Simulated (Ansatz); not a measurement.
## Electronic structure of Ga$_{3}$O$_{2}$ in real space

The calculation's input:

```
crystal:
  lattice:
    - [2.1731625841, 1.2546760029, 4.8004552214]
    - [-2.1731625841, 1.2546760029, 4.8004552214]
    - [0.0, -2.5093520058, 4.8004552214]
  atoms:
    - { symbol: Ga, position: [0.587740958, 0.587740958, 0.587740958] }
    - { symbol: Ga, position: [0.412259042, 0.412259042, 0.412259042] }
    - { symbol: Ga, position: [0.0, 0.0, 0.0] }
    - { symbol: O, position: [0.2754033725, 0.2754033725, 0.2754033725] }
    - { symbol: O, position: [0.7245966275, 0.7245966275, 0.7245966275] }
basis:
  ecutwfc: 420
kpoints:
  mp_grid: { grid: [12, 12, 12] }
  band_path:
    path:
      - [[0.0, 0.0, 0.0], [0.5, 0.5, 0.5], [0.78779186, 0.21220814, 0.5]]
      - [[0.5, -0.21220814, 0.21220814], [0.5, 0.0, 0.0], [0.0, 0.0, 0.0], [0.35610407, -0.35610407, 0.0]]
      - [[0.64389593, 0.0, 0.35610407], [0.5, 0.0, 0.5], [0.0, 0.0, 0.0]]
    npoints: 14
hamiltonian:
  xc: pbe
scf:
  occupations: { method: gaussian, width: 0.1 }
  n_extra_bands: 12
output:
  forces: true
  stress: true
  eigenvalues: true
  populations: true
  dos: { projected: true, de: 0.02, nscf_kmesh: { grid: [15, 15, 15] } }
  bader: true
  write_density: true
  write_potential: true
  elf: true
  volumetric_format: npy
```

Run with:

```sh
ansatz run input.yaml --threads 1 --pin off --max-ram 2560MiB --backend cpu --events-out ev --progress --plain --runs-dir out
```

Below, planes, directions and counts refer to the conventional cell (a = 4.35 Å, b = 4.35 Å, c = 14.40 Å, α = 90.00°, β = 90.00°, γ = 120.00°).

Space group R-3m; a structure generated by program, which may or may not match a known phase; computed without spin polarisation.

Computed with DFT PBE, scalar-relativistic, plane waves, PAW in Ansatz 0.2.0.

The density is the valence pseudo-density of a PAW calculation; it isn't the true density close to the nuclei.

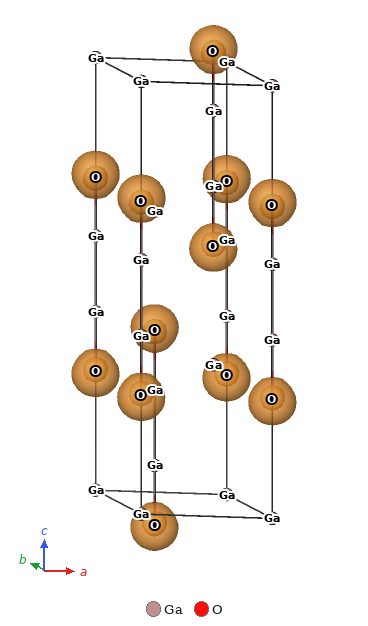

Figure 1. Isosurface of the electron localisation function at 0.75 (orange), seen slightly off an axis. Core shells and regions of very low density are left out. Sticks mark near contacts.

Question: Describe the localisation domains.

Answer: The surface consists of six regions wrapped around O (the valence shell of each), counted in one cell of 15 atoms. Any copies at cell faces, edges or corners count once. Along the contacts the grid gives the following. Ga–O (1.97 Å): the ELF peaks at about 0.80 in the valence shell of O, 0.6 Å from its nucleus, and is about 0.35 at the midpoint. Ga–Ga (2.53 Å): the ELF peaks at about 0.70 between the atoms.

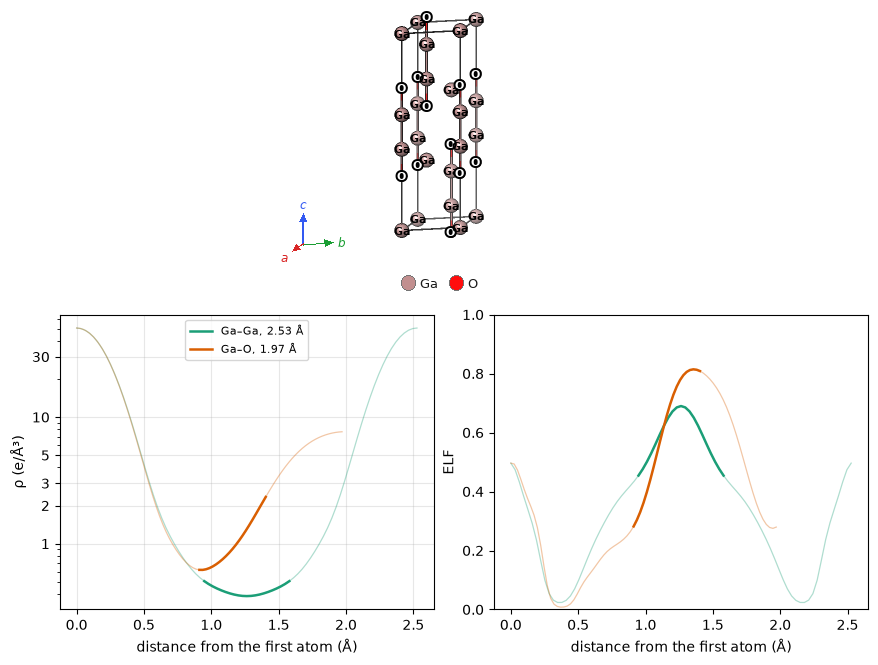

Figure 2. Valence pseudo-density and electron localisation function along straight lines between neighbouring atoms. Thin, pale parts lie inside the atomic spheres. The structure is drawn too.

Question: Compare the contacts.

Answer: Ga–Ga (2.53 Å): ρ is about 0.39 e/Å³ halfway; the ELF peaks at about 0.70 between the atoms.
Ga–O (1.97 Å): ρ at the midpoint is about 0.64 e/Å³; the ELF peaks at about 0.80 in the valence shell of O, 0.6 Å from its nucleus, and is about 0.35 at the midpoint.

Question: Which way does charge flow, and how much by Bader's partition?

Answer: Electrons move from Ga towards O. Bader charges: Ga +0.45 to +0.91 and O −1.14 e.

Question: Does the calculation make it a metal, or give it a gap?

Answer: It is gapless in this calculation (a metal or semimetal).
